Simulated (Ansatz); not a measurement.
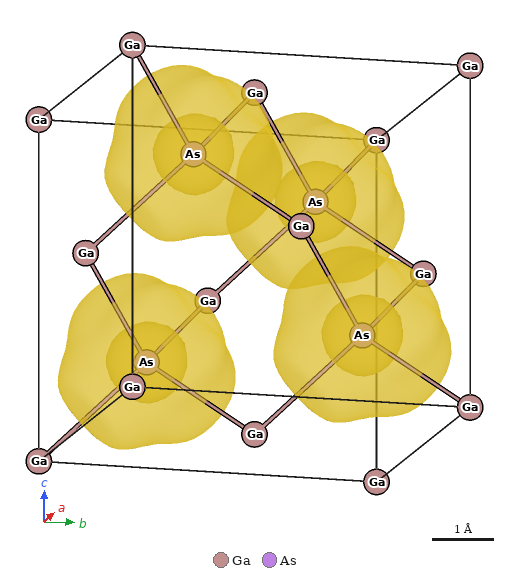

The picture shows: GaAs. Isosurface of the electron localisation function at 0.55 (yellow), seen at an oblique angle. Only the valence region is drawn (cores and ρ < 0.01 e/Å³ removed). Sticks mark near contacts.

Space group F-43m.

The calculation used DFT PBE, scalar-relativistic, plane waves, PAW in Ansatz.

In a PAW calculation such maps are meaningful between the atoms, not at the nuclei.

```
CELL_PARAMETERS angstrom
5.74538 0.00000 0.00000
0.00000 0.00000 5.74538
0.00000 -5.74538 0.00000
ATOMIC_POSITIONS crystal
Ga 0.50000 0.50000 0.00000
Ga 0.00000 0.50000 0.50000
Ga 0.00000 0.00000 0.00000
Ga 0.50000 0.00000 0.50000
As 0.75000 0.75000 0.25000
As 0.25000 0.75000 0.75000
As 0.25000 0.25000 0.25000
As 0.75000 0.25000 0.75000
```

Question: Identify the bonds, lone pairs and shells in this picture.

Answer: At this value the surface marks out four regions on As in which the atom's valence shell and bonds are merged, counted in one cell of 8 atoms. Regions shared between cells count once. Profiles from the grid: Ga–As (2.49 Å): the ELF peaks at about 0.80 between the atoms: a shared electron pair.
